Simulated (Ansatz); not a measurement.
Geometry relaxation, with input and output: InAs (part 2 of 2)

InAs (slab, 6 atoms in the cell); DFT PBEsol, scalar-relativistic, plane waves, PAW, no spin polarisation (Ansatz 0.2.0); cutoff 420 eV, 7×7×1 k-mesh, Gaussian smearing of 0.1 eV. The structure derives from an entry of the Crystallography Open Database. The input holds or restrains some coordinates. It belongs to a series of runs on one base structure; here: clean slab, lower half held.

Geometry of the input (Å; fractional positions):
```
4.3045  0.0000  0.0000
0.0000  4.3045  0.0000
0.0000  0.0000  24.6093
As 0.0000  0.5000  0.3454
In 0.5000  0.5000  0.4072
As 0.5000  0.0000  0.4691
In 0.0000  0.0000  0.5309
As 0.0000  0.5000  0.5928
In 0.5000  0.5000  0.6546
```

```
WARN: The output density's exchange-correlation potential varies sharply where the density is thin. Do not read a vacuum level from v_tot or v_xc, or from such a field of the output density. On a cell that repeats whose density bears no net charge and no dipole along the vacuum's axis use v_es (v_loc + v_h of the components); under efield.dipole_correction with no amplitude use v_es + v_field, which holds any external_charges[].barrier, or the levels of the report's work_function block, which leave it out; under a non-zero efield.amplitude the vacuum is tilted and has no level; on a cell that repeats and bears such a dipole with no correction it is tilted too, and efield.dipole_correction with no amplitude gives each side of its ramp a level where efield: is served; in a cell that repeats whose density bears a net charge (total_charge, or a fill off its count) it is curved and has none; of a slab under crystal.periodic whose density bears no net charge use v_es, which has a level on each side, short of where the two are joined; of another it falls or rises all the way out and has none; of a slab beside external_charges read slab_vacuum_level instead, which it has where they leave it neutral. The grid or the basis barely resolves most such structure, and the values can differ between equally converged runs; as a rule a tighter scf.convergence.dr2_threshold does not remove it. Where the density itself ripples (under the LDA too) a higher basis.ecutwfc lessens it. The files hold the spikes' plane waves up to the density's cutoff. Files: v_tot_of_output_density and the like, and their columns of v_z.tsv (output.write_potential); v_xc_of_output_density and the like, and their columns of v_comp_z.tsv (output.write_potential_components). Measured: with its Gaussian average of σ = 0.25 Å subtracted twice, the exchange-correlation potential is over 0.1 eV at 11 of the grid points where the equally averaged density (valence and model cores) is under 1e-3 e/Å³, and 0.127 eV at the most among them, at an averaged density of 8.2e-4 e/Å³. The input density's (outcome.potential() and, of a run that writes arrays, v_tot and v_xc) is over 0.1 eV, so measured, at 13 points of its own thin density, 0.133 eV at the most. See output.write_potential in the manual, Limitations
SCF converged after 5 iterations
Free energy (F): -31013.257409 eV
Harris-Foulkes:  -31013.257409 eV  (|F-HF|=1.91e-8)
Internal energy: -31013.220433 eV  (E = F + TS)
E sigma→0 (E₀):  -31013.238921 eV
Entropy (-TS):   -0.036976 eV (-6.163 meV/atom)
Fermi energy:    -0.422057 eV
Dipole field:    D = 0.056983 V/Å  (p = 0.143590 e·Å, saw-weighted, corrected)
Work function:   Φ+ = 4.3408 eV   Φ− = 5.7431 eV
Levels:          The Fermi level and band energies are counted from a zero that moves with the ramp; work functions are not
--- Per-component energies (eV) ---
  E_band       = -1611.930435
  E_kinetic    = 1033.908152
  E_local      = -66078.884312  (includes V_loc(G=0)·N_el)
  E_nonlocal   = -901.615238
  E_hartree    = 32537.796757
  E_xc         = -873.113460
  E_vxc        = -532.460302  (∫ρ·V_xc dr)
  E_paw        = -17627.075197  (= ΣΔE_a)
  E_vpaw       = -208.756844  (= ΣTr[D̂ρ^β])
  E_aug_tail   = 0.000100  (compensation charges beyond the density's cutoff)
  E_efield     = 0.004091  (sawtooth field / dipole correction)
  E_vefield    = 0.258549  (∫n·V_field dr)
  E_ewald      = 20892.151680
  E_core_change = 3.606994  (= ΣΔE_core)
  E_smearing   = -0.036976  (= −TS)
  E_closure    = -0.000000  (closes the sum)
  Σ components = -31013.257409   (vs F -31013.257409, Δ=0.00e0)
--- Forces (eV/Å), atoms counted from 1 ---
  atom   1  As     0.00000000     0.00000000     0.22936605
  atom   2  In     0.00000000     0.00000000    -0.50929224
  atom   3  As     0.00000000     0.00000000     0.26250986
  atom   4  In     0.00000000     0.00000000     0.00984691
  atom   5  As     0.00000000     0.00000000     0.00651992
  atom   6  In     0.00000000     0.00000000     0.00106608
  max |Σ_I F_I| component: 1.66e-5 eV/Å
--- Band table (eV; the first three rows and the last of 16) ---
  k-point 0: bands = ["-35.5451", "-35.5427", "-35.5220", "-35.4777", "-35.4724", "-35.4519", "-35.4474", "-35.4394", "-35.4317", "-35.4283", "-35.2488", "-35.2161", "-35.2051", "-35.1105", "-35.1045", "-14.8651", "-14.7829", "-14.7184", "-14.7067", "-14.6742", "-14.6721", "-14.6520", "-14.6443", "-14.6127", "-14.5981", "-14.3256", "-14.2389", "-14.1816", "-14.1425", "-14.0889", "-11.8575", "-11.0277", "-9.9539", "-5.7277", "-4.1118", "-2.3352", "-2.2916", "-2.1828", "-1.4162", "-1.3064", "-0.4708", "-0.0573", "0.4125", "1.1661", "1.6250", "1.7775", "2.1367", "2.8496", "3.3104", "3.8692", "4.0080"]
  k-point 1: bands = ["-35.5450", "-35.5427", "-35.5220", "-35.4776", "-35.4724", "-35.4519", "-35.4474", "-35.4394", "-35.4316", "-35.4283", "-35.2488", "-35.2161", "-35.2051", "-35.1105", "-35.1045", "-14.8625", "-14.7800", "-14.7230", "-14.7056", "-14.6789", "-14.6734", "-14.6537", "-14.6415", "-14.6123", "-14.5997", "-14.3230", "-14.2445", "-14.1812", "-14.1412", "-14.0915", "-11.7343", "-10.9489", "-9.9498", "-5.6575", "-4.3439", "-2.9531", "-2.5645", "-2.2298", "-1.3643", "-1.0815", "-0.4948", "-0.3980", "0.2075", "1.5071", "1.5298", "2.0919", "2.6646", "2.7627", "3.4870", "4.0125", "4.1220"]
  k-point 2: bands = ["-35.5450", "-35.5428", "-35.5220", "-35.4775", "-35.4725", "-35.4519", "-35.4474", "-35.4395", "-35.4314", "-35.4283", "-35.2486", "-35.2161", "-35.2051", "-35.1105", "-35.1045", "-14.8605", "-14.7765", "-14.7285", "-14.7032", "-14.6873", "-14.6760", "-14.6581", "-14.6346", "-14.6117", "-14.6030", "-14.3270", "-14.2457", "-14.1803", "-14.1381", "-14.0973", "-11.4002", "-10.7714", "-9.9746", "-5.5799", "-4.8792", "-4.0282", "-2.7130", "-1.9418", "-1.2588", "-1.1328", "-0.7786", "-0.5815", "-0.2243", "0.9378", "1.8969", "2.1106", "2.3101", "4.1360", "4.3142", "4.4071", "4.7043"]
  k-point 15: bands = ["-35.5448", "-35.5429", "-35.5222", "-35.4770", "-35.4726", "-35.4522", "-35.4470", "-35.4396", "-35.4312", "-35.4285", "-35.2484", "-35.2162", "-35.2051", "-35.1107", "-35.1042", "-14.8744", "-14.8236", "-14.7288", "-14.6971", "-14.6886", "-14.6676", "-14.6647", "-14.6287", "-14.6130", "-14.5757", "-14.3093", "-14.2686", "-14.1743", "-14.1193", "-14.1020", "-10.3581", "-10.2329", "-9.4726", "-6.0692", "-5.6083", "-5.3333", "-3.1950", "-3.0623", "-2.6727", "-2.4023", "-1.1679", "-0.9035", "-0.5511", "0.1480", "2.1329", "2.3990", "3.0339", "3.1242", "4.1362", "4.7355", "5.0966"]
--- Relaxed structure (4 steps of the walk, 4 accepted, 0 SCFs on fresh bases) ---
  F+E_penalty+E_count = -31013.25740883 eV   max|allowed force component| = 9.847e-3 eV/Å
  atoms:
    - { symbol: As, position: [0.0, 0.5, 0.34539742329999995] }
    - { symbol: In, position: [0.5, 0.5, 0.40723845399999997] }
    - { symbol: As, position: [0.5, 0.0, 0.46907948469999994] }
    - { symbol: In, position: [0.0, 0.0, 0.5292146525884623] }
    - { symbol: As, position: [0.0, 0.5, 0.5927592987389403] }
    - { symbol: In, position: [0.5, 0.5, 0.656848242279099] }
```

**Trajectory as extended XYZ (Å, eV, eV/Å), 4 frames, from step=1 to step=4**
```
6
Lattice="4.3045 0.0000 0.0000 0.0000 4.3045 0.0000 0.0000 0.0000 24.6093" Properties=species:S:1:pos:R:3:forces:R:3 step=1 energy=-31013.24161
As    0.0000    2.1522    8.5000    0.0000   0.0000   0.2223
In    2.1522    2.1522   10.0219    0.0000   0.0000  -0.4847
As    2.1522    0.0000   11.5437    0.0000   0.0000   0.4450
In    0.0000    0.0000   13.0656    0.0000   0.0000  -0.4078
As    0.0000    2.1522   14.5875    0.0000   0.0000  -0.0454
In    2.1522    2.1522   16.1093    0.0000   0.0000   0.2707
6
Lattice="4.3045 0.0000 0.0000 0.0000 4.3045 0.0000 0.0000 0.0000 24.6093" Properties=species:S:1:pos:R:3:forces:R:3 step=2 energy=-31013.24610
As    0.0000    2.1522    8.5000    0.0000   0.0000   0.2363
In    2.1522    2.1522   10.0219    0.0000   0.0000  -0.5360
As    2.1522    0.0000   11.5437    0.0000   0.0000   0.1231
In    0.0000    0.0000   12.9891    0.0000   0.0000   0.3802
As    0.0000    2.1522   14.5989    0.0000   0.0000  -0.0150
In    2.1522    2.1522   16.2123    0.0000   0.0000  -0.1887
6
Lattice="4.3045 0.0000 0.0000 0.0000 4.3045 0.0000 0.0000 0.0000 24.6093" Properties=species:S:1:pos:R:3:forces:R:3 step=3 energy=-31013.25740
As    0.0000    2.1522    8.5000    0.0000   0.0000   0.2292
In    2.1522    2.1522   10.0219    0.0000   0.0000  -0.5090
As    2.1522    0.0000   11.5437    0.0000   0.0000   0.2621
In    0.0000    0.0000   13.0236    0.0000   0.0000   0.0101
As    0.0000    2.1522   14.5874    0.0000   0.0000   0.0063
In    2.1522    2.1522   16.1646    0.0000   0.0000   0.0010
6
Lattice="4.3045 0.0000 0.0000 0.0000 4.3045 0.0000 0.0000 0.0000 24.6093" Properties=species:S:1:pos:R:3:forces:R:3 step=4 energy=-31013.25741
As    0.0000    2.1522    8.5000    0.0000   0.0000   0.2294
In    2.1522    2.1522   10.0219    0.0000   0.0000  -0.5093
As    2.1522    0.0000   11.5437    0.0000   0.0000   0.2625
In    0.0000    0.0000   13.0236    0.0000   0.0000   0.0098
As    0.0000    2.1522   14.5874    0.0000   0.0000   0.0065
In    2.1522    2.1522   16.1646    0.0000   0.0000   0.0011
```

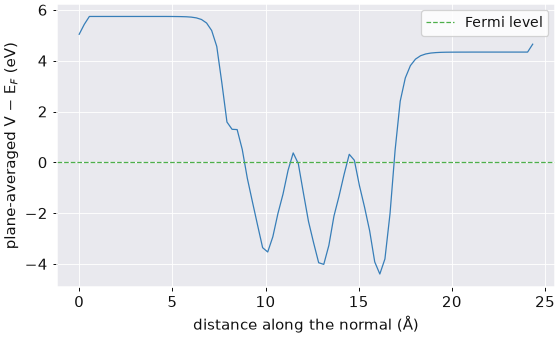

Figure 1. Plane average of the electrostatic potential energy of an electron across the cell, from the Fermi level. The vacuum level lies 4.34 eV above the Fermi level on the upper side and 5.74 eV on the lower.

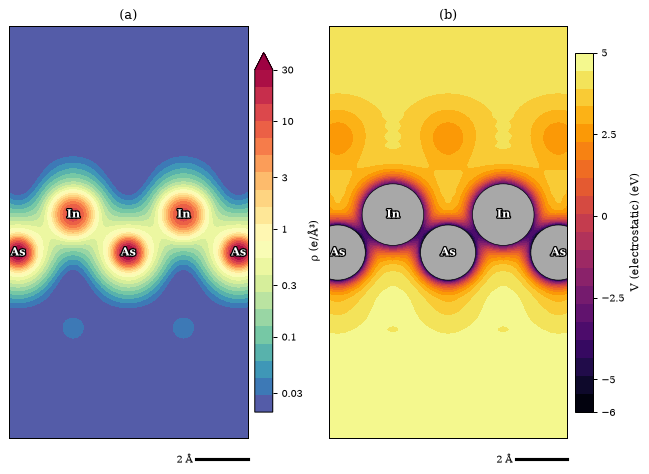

Figure 2. (a) valence pseudo-density; (b) electrostatic potential (local pseudopotential plus Hartree) felt by an electron on the (010) plane of the calculation cell, a cut from vacuum to vacuum. Grey discs, where drawn, cover atomic cores. In–As (2.61 Å): ρ is about 0.42 e/Å³ halfway. The density dies away to nearly zero in the vacuum. The fields are those of the smooth PAW valence density.

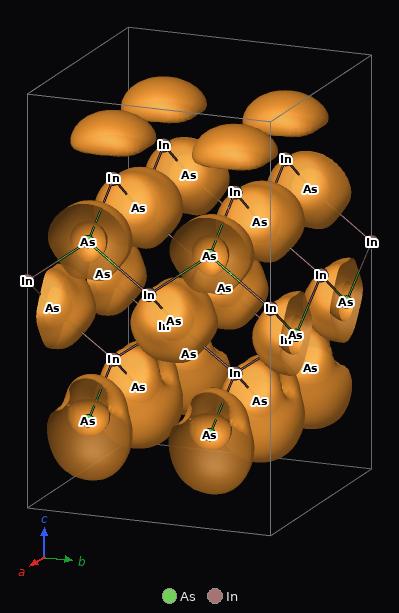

Figure 3. Isosurface of the electron localisation function at 0.55 (orange), seen slightly off an axis. Core shells and regions of very low density are left out. Sticks mark near contacts. Counts are for one cell; the picture repeats the cell along the surface. Along the contacts the grid gives the following. In–As (2.61 Å): the ELF is about 0.55 at the midpoint. In–As (2.66 Å): the ELF is about 0.50 at the midpoint.

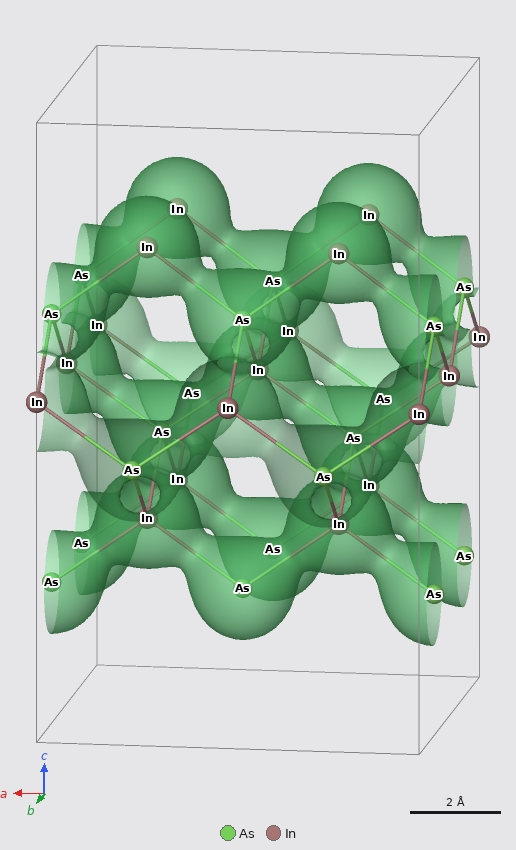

Figure 4. Isosurface of the valence charge density (pseudo) at 0.3 e/Å³ (green), seen at an oblique angle. Sticks mark near contacts. At this value the density is joined into sheets; it holds about 85 % of the electrons treated as valence (semicore included). On the grid the lowest density along these lines, outside the cores, is 0.42 e/Å³ (In–As, 2.61 Å) and 0.37 e/Å³ (In–As, 2.66 Å).

**Summary**

```tsv
quantity	value
outcome	converged under the restraints of the input
electrons treated	84
free energy	−31013.2574 eV
work function, top face	4.34 eV
work function, bottom face	5.74 eV
Fermi energy	−0.422 eV
gap on the k-point mesh	none (metallic)
final volume	455.98 Å³
work function (upper face)	4.34 eV
largest force (length of the vector) at the end, held atoms and coordinates included	0.509 eV/Å
wall time	2.5 min (CPU time 4.9 min)
peak memory	0.77 GiB
```

**Notes**

The program warns: the exchange-correlation potential is rough where the density is thin.
